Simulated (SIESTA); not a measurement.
## SiO₂: 7 runs along one coordinate

System: SiO₂ (P4₃2₁2, 12 atoms in the cell).
Method: Kohn-Sham DFT of a periodic cell, PBEsol, PseudoDojo 0.4 standard, converted to PSML, no spin polarisation (SIESTA 5.4.2).

The 7 runs differ only in the geometry, by an even scaling of the cell at fixed fractional positions. The structure derives from a Materials Project entry.

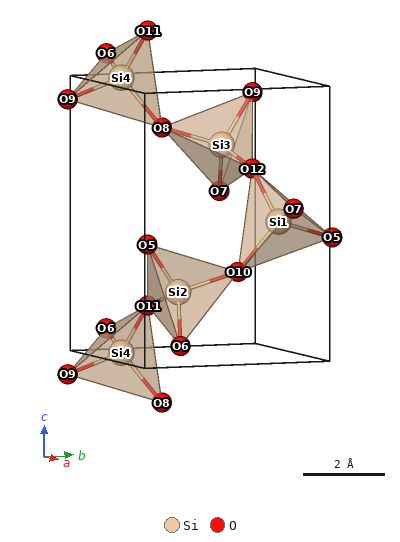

Figure 1. The structure of run 4 (polyhedral view of the cell of the calculation, seen at an oblique angle; polyhedra are completed across the faces of the cell; atoms are numbered from 1 in the order of the input). An atom can appear more than once, as a periodic image.

### Input of run 4
```
SystemName                      SiO2
SystemLabel                     SiO2
NumberOfSpecies                 2
NumberOfAtoms                   12
%block ChemicalSpeciesLabel
  1  14 Si
  2   8 O
%endblock ChemicalSpeciesLabel

LatticeConstant                 1.0 Ang
%block LatticeVectors
     4.9755888200     0.0000000000     0.0000000000
     0.0000000000     4.9755888200     0.0000000000
     0.0000000000     0.0000000000     6.9008894400
%endblock LatticeVectors
AtomicCoordinatesFormat         Fractional
%block AtomicCoordinatesAndAtomicSpecies
     0.8032465600     0.8032465600     0.5000000000  1  Si
     0.6967534400     0.3032465600     0.2500000000  1  Si
     0.3032465600     0.6967534400     0.7500000000  1  Si
     0.1967534400     0.1967534400     0.0000000000  1  Si
     0.7617576300     0.1103870700     0.4320415600  2  O
     0.8896129300     0.2382423700     0.0679584400  2  O
     0.1103870700     0.7617576300     0.5679584400  2  O
     0.2617576300     0.3896129300     0.8179584400  2  O
     0.2382423700     0.8896129300     0.9320415600  2  O
     0.7382423700     0.6103870700     0.3179584400  2  O
     0.3896129300     0.2617576300     0.1820415600  2  O
     0.6103870700     0.7382423700     0.6820415600  2  O
%endblock AtomicCoordinatesAndAtomicSpecies

%block kgrid.MonkhorstPack
    4   0   0  0.0
    0   4   0  0.0
    0   0   3  0.0
%endblock kgrid.MonkhorstPack
XC.Functional                   GGA
XC.Authors                      PBEsol
PAO.BasisSize                   DZP
PAO.EnergyShift                 0.003 Ry
Mesh.Cutoff                     800 Ry
OccupationFunction              FD
ElectronicTemperature           0.05 eV
MaxSCFIterations                120
SCF.MustConverge                false
SCF.Mixer.Method                Pulay
SCF.Mixer.Weight                0.25
SCF.Mixer.History               8
SCF.DM.Tolerance                5.0e-05
SCF.H.Tolerance                 1.0e-03 eV
WriteForces                     true
Charge.Mulliken                 end
```

Command:
```bash
siesta < SiO2.fdf > SiO2.out 2>&1
```

Lattice vectors (Å) and fractional positions of run 4:
```
   4.975589    0.000000    0.000000
   0.000000    4.975589    0.000000
   0.000000    0.000000    6.900889
Si  0.803247  0.803247  0.500000
Si  0.696753  0.303247  0.250000
Si  0.303247  0.696753  0.750000
Si  0.196753  0.196753  0.000000
O   0.761758  0.110387  0.432042
O   0.889613  0.238242  0.067958
O   0.110387  0.761758  0.567958
O   0.261758  0.389613  0.817958
O   0.238242  0.889613  0.932042
O   0.738242  0.610387  0.317958
O   0.389613  0.261758  0.182042
O   0.610387  0.738242  0.682042
```

Run 5 differs from it as follows:
```diff
-     4.9755888200     0.0000000000     0.0000000000
-     0.0000000000     4.9755888200     0.0000000000
-     0.0000000000     0.0000000000     6.9008894400
+     5.0085406996     0.0000000000     0.0000000000
+     0.0000000000     5.0085406996     0.0000000000
+     0.0000000000     0.0000000000     6.9465920265
```

### Results, with one run withheld

| run | volume per atom (Å³) | free energy per atom, from the lowest run given (meV) | pressure (GPa) | gap on the mesh (eV) |
| --- | --- | --- | --- | --- |
| 1 | 13.383 | 58.01 | 16.50 | 6.31 |
| 2 | 13.667 | 32.75 | 12.02 | 6.19 |
| 3 | 13.952 | 15.02 | 8.01 | 6.07 |
| 4 | 14.237 | 4.07 | 4.38 | 5.93 |
| 5 | 14.522 | ? | ? | ? |
| 6 | 14.806 | 0.00 | −1.88 | 5.64 |
| 7 | 15.091 | 5.81 | −4.61 | 5.49 |

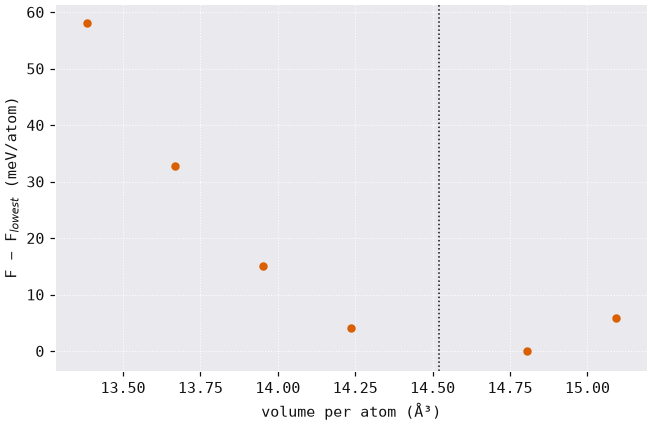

Figure 2. Free energy per atom of the runs given; the dotted line marks run 5.

Estimate the energy of run 5 from the others.

A cubic polynomial in V^(−2/3) (the Birch–Murnaghan form), fitted to the 6 runs given, misses them by at most 0.03 meV per atom. With x = V^(−2/3) − 0.17079 Å⁻², it reads F = 6.1208 + 4050.4 x + 5.7133e+05 x² + 3.1986e+05 x³ (meV per atom). At run 5 it gives −0.74 meV per atom, and the run itself gives −0.74. The slope of the fit gives a pressure −dF/dV of 1.08 GPa there, and the run prints 1.10 GPa. The fit has its minimum at 14.622 Å³ per atom, where V d²F/dV² gives 155 GPa. Cell shape and fractional positions are held, so this is the stiffness under even scaling; the relaxed bulk modulus wasn't computed. The gap on the mesh goes, without turning, from 6.31 eV in run 1 to 5.49 eV in run 7; run 5 has 5.79 eV. These are gaps of this functional on this mesh, which can miss the band edges; they aren't the measured gap.

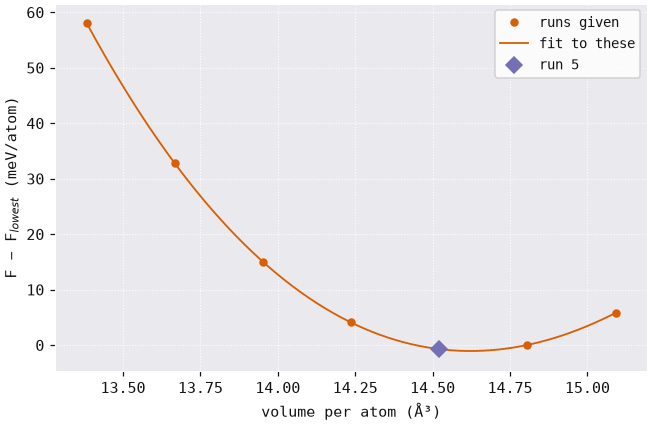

Figure 3. The fit and the withheld run.

### Some lines of the output (run 5)
```
[...]
outcell: Cell volume (Ang**3)        :    174.2586
stepf: Fermi-Dirac step function
siesta: Etot    =     -4047.846024
siesta: FreeEng =     -4047.846024
        iscf     Eharris(eV)        E_KS(eV)     FreeEng(eV)     dDmax    Ef(eV) dHmax(eV)
siesta: E_KS(eV) =            -4060.5996
siesta: E_KS - E_eggbox =     -4060.5996
siesta: Etot    =     -4060.599650
siesta: FreeEng =     -4060.599650
siesta:         Fermi =      -5.652435
siesta: Cell volume =        174.258595 Ang**3
    Orbital volume contribution        =           6.773980 eV
```

Notes: Points of doubt noted for this run: mulliken charges of long orbitals. With a small basis of atomic orbitals these values can differ much from converged plane-wave results.
